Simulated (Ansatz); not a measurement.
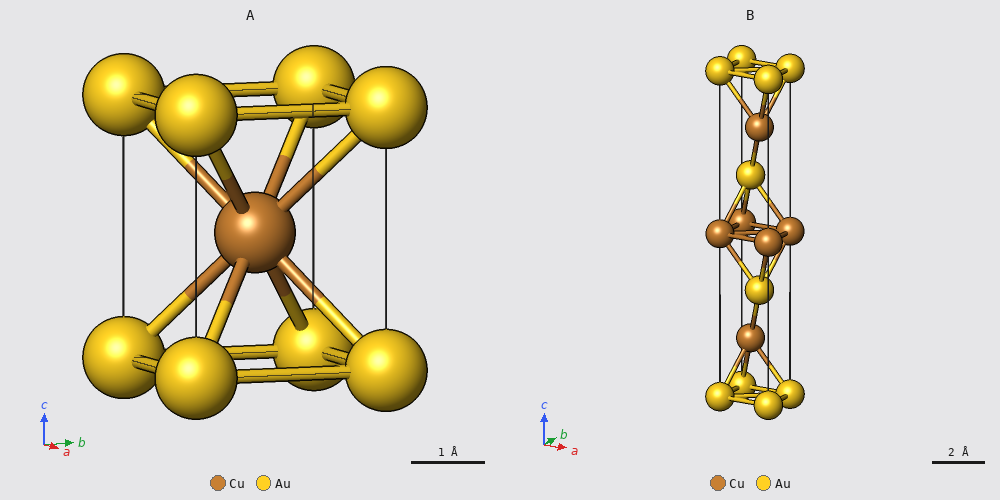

Two structures of CuAu, each relaxed (cell and atoms) at zero pressure; conventional cells in solid outline, small ones repeated, each panel with its own scale. Alike in all runs: Ansatz 0.2.0; functional PBEsol; potentials all-electron LAPW, scalar-relativistic; basis error allowed 0.001 eV/atom; occupations fermi-dirac, width 0.05 eV; no spin polarisation; no spin-orbit coupling. The k meshes have like spacings.

Question: Give the type and space group of each panel.

Answer: A: CuAu (L1₀) type, P4/mmm; B: 6 atoms a cell on a rhombohedral (trigonal R) lattice, R-3m.

Question: Which of these is lowest in energy, and how far above it do the others lie?

Answer: A, then B (+85 meV/atom), static energies at zero smearing.

Question: Collect the results in a table.

Answer:
| panel | space group | E − E(lowest) (meV/atom) | volume (Å³/atom) |
| --- | --- | --- | --- |
| A | P4/mmm | 0 | 14.2 |
| B | R-3m | 85 | 14.5 |

The starts are database entries or structure types tried for this composition, and the most stable form need not be among them.

Caveat: spin-orbit coupling is left out, which matters for Au, if less for volumes and forces than for levels.
